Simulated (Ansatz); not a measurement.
# TiAl12 (slab): what the fields show

The calculation's input:

```
crystal:
  lattice:
    - [5.678150665, 0.0, 0.0]
    - [-2.8390753325, 4.9174227224, 0.0]
    - [0.0, 0.0, 20.0699390501]
  atoms:
    - { symbol: Al, position: [0.3333333333, 0.1666666667, 0.1993030467] }
    - { symbol: Al, position: [0.3333333333, 0.6666666667, 0.1993030467] }
    - { symbol: Al, position: [0.8333333333, 0.1666666667, 0.1993030467] }
    - { symbol: Al, position: [0.8333333333, 0.6666666667, 0.1993030467] }
    - { symbol: Al, position: [0.1666666667, 0.3333333333, 0.3131698057] }
    - { symbol: Al, position: [0.1666666667, 0.8333333333, 0.3131698057] }
    - { symbol: Al, position: [0.6666666667, 0.3333333333, 0.3131698057] }
    - { symbol: Al, position: [0.6666666667, 0.8333333333, 0.3131698057] }
    - { symbol: Al, position: [0.0, 0.0, 0.4270037407] }
    - { symbol: Al, position: [0.0, 0.5, 0.4270037407] }
    - { symbol: Al, position: [0.5, 0.0, 0.4270037407] }
    - { symbol: Al, position: [0.5, 0.5, 0.4270037407] }
    - { symbol: Ti, position: [0.0, 0.0, 0.5675123886], spin: 2.0 }
basis:
  ecutwfc: 420
kpoints:
  mp_grid: { grid: [6, 6, 1] }
hamiltonian:
  xc: pbesol
  pseudopotentials: { kind: paw, azcp: { folder: soft_1 } }
scf:
  occupations: { method: gaussian, width: 0.1 }
output:
  forces: true
  eigenvalues: true
  populations: true
  write_density: true
  write_potential: true
  elf: true
  volumetric_format: npy
magnetization:
  spin_polarized: true
relax:
  adjacent_minimum: "off"
  f_tol: 0.025
  max_steps: 16
  constraints:
    - { sites: [0, 1, 2, 3, 4, 5, 6, 7, 8, 9, 10, 11] }
    - { sites: [12], fix: xy }
efield:
  axis: 3
  dipole_correction: true
  ramp_width: 0.04
```

Launched as:

```sh
ansatz run input.yaml --threads 1 --pin off --max-ram 3072MiB --backend cpu --events-out ev --progress --plain --runs-dir out
```

The fields are those of the run's last geometry, not of the input's.

A point of a scan over the structure, not its minimum; not relaxed (largest force 1.4 eV/Å); the SCF solution may not be the lowest one; PAW files of the earlier set (soft_1); spin-polarised.

These are results of DFT PBEsol, scalar-relativistic, plane waves, PAW (Ansatz 0.2.0), not measurements.

In a PAW calculation such maps are meaningful between the atoms, not at the nuclei.

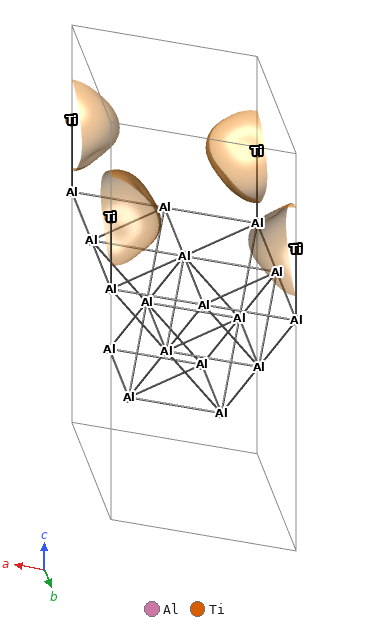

Figure 1. Isosurface of the spin density (up minus down) at +0.04 e/Å³ (orange), seen at an oblique angle. Sticks mark near contacts.

Question: Where is the spin, and how is it ordered?

Answer: The spin density sits on Ti: +1.6 μB in one cell of 13 atoms: a single local moment. The cell of the calculation (13 atoms) carries 2.6 μB of net spin moment.

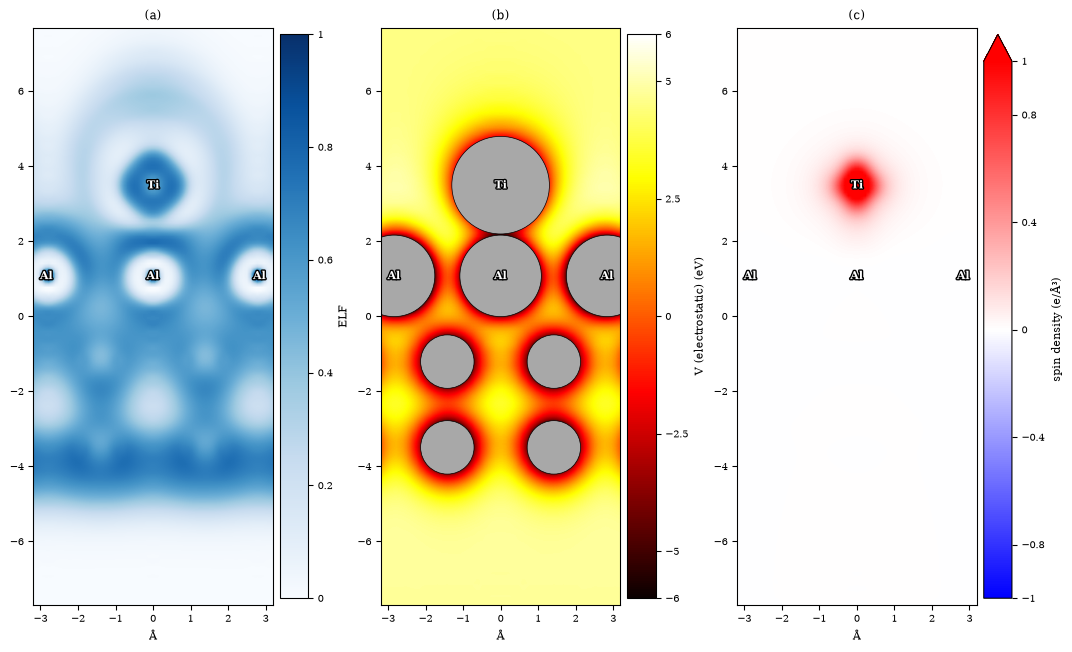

Figure 2. (a) ELF; (b) electrostatic potential (local pseudopotential plus Hartree) felt by an electron; (c) spin density on the (11̄0) plane of the calculation cell, a cut from vacuum to vacuum. Grey discs cover the atomic cores in the potential map.

Question: Describe what can be read from this map.

Answer:
- The section cuts through Al and Ti sites.
- Atoms just off the plane (Al, 0.8 Å away) can leave unmarked features too.
- Ti–Al (2.42 Å): the ELF is about 0.55 at the midpoint.
- Al–Al (2.84 Å): the ELF peaks at about 0.65 between the atoms.
- The features right at Ti lie inside the PAW spheres, where the map follows smoothed inner orbitals and isn't to be read closely.
